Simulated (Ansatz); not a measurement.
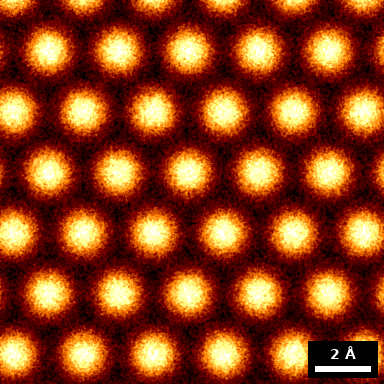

Dark-field STEM-like image of Sc (Fd-3m, No. 227). The image is simulated as a sum over atoms of Z^1.7, blurred by a 1.30 Å probe (no channelling). The display is stretched by a gamma of 0.8; percentages refer to the linear signal. Shot noise was added. Model: the end point of a relaxation with Ansatz, DFT, r2SCAN, plane waves (500 eV) with PAW, scalar-relativistic; the starting structure was generated, so it need not be a known form of this composition.

```cif
data_structure
_symmetry_space_group_name_H-M 'Fd-3m:1'
_symmetry_Int_Tables_number 227
_cell_length_a 6.3571
_cell_length_b 6.3571
_cell_length_c 6.3571
_cell_angle_alpha 90.000
_cell_angle_beta 90.000
_cell_angle_gamma 90.000
_cell_volume 256.90
loop_
_atom_site_label
_atom_site_type_symbol
_atom_site_symmetry_multiplicity
_atom_site_Wyckoff_symbol
_atom_site_fract_x
_atom_site_fract_y
_atom_site_fract_z
_atom_site_occupancy
Sc1 Sc 8 b 0.25000 0.25000 0.75000 1
```

Question: Along which zone axis is the crystal seen: [001], [111], [221] or [110]? (Directions equivalent by symmetry count as one.)

Answer: [111]. The projected cells are 2.25 × 2.25 Å, 90° for [001]; 2.60 × 2.60 Å, 120° for [111]; 0.75 × 2.25 Å, 90° for [221]; 3.89 × 3.89 Å, 109° for [110], and the image repeats as the [111] one does.
